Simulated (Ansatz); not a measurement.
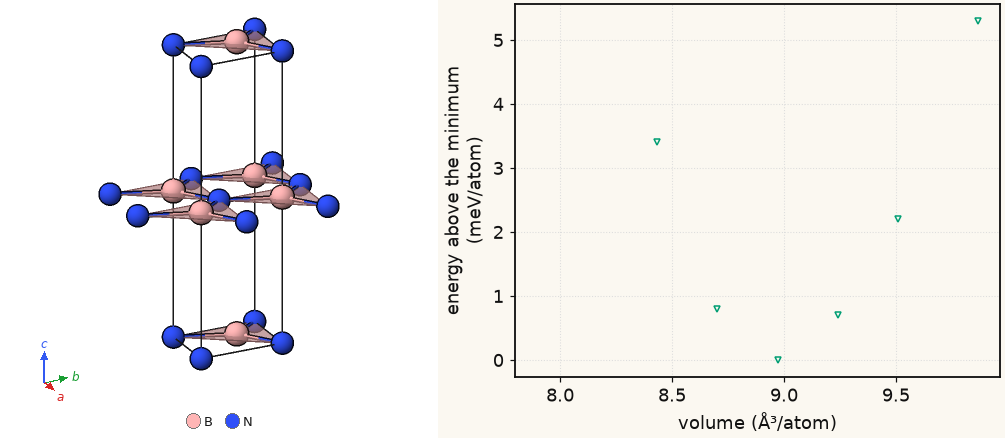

The figure shows the energy above the minimum against volume for BN, space group P-6m2 (No. 187). The conventional cell is drawn beside the plot.

Cell as given: a = 2.506 Å, b = 2.506 Å, c = 6.597 Å, α = 90.00°, β = 90.00°, γ = 120.00°; 4 atoms.

Calculation (Ansatz 0.2.0): third-order Birch-Murnaghan fit to density functional energies at scaled volumes of the given relaxed cell, shape and atoms relaxed at each volume; energies count from the fitted minimum; plane waves with PAW datasets, Γ-centred k mesh. Level: PBE with D3(BJ), no spin polarisation.

wave cutoff 420 eV; k mesh 12×12×4; occupations Gaussian; smearing width 0.02 eV.

The points at volume 7.895 Å³/atom and 8.164 Å³/atom are left out of the plot. What values does the calculation give there?

```json
{"volume (Å³/atom)": "7.895", "energy above the minimum (meV/atom)": "17.9"}
{"volume (Å³/atom)": "8.164", "energy above the minimum (meV/atom)": "8.8"}
```

Caveats: pressure derivative unusual.
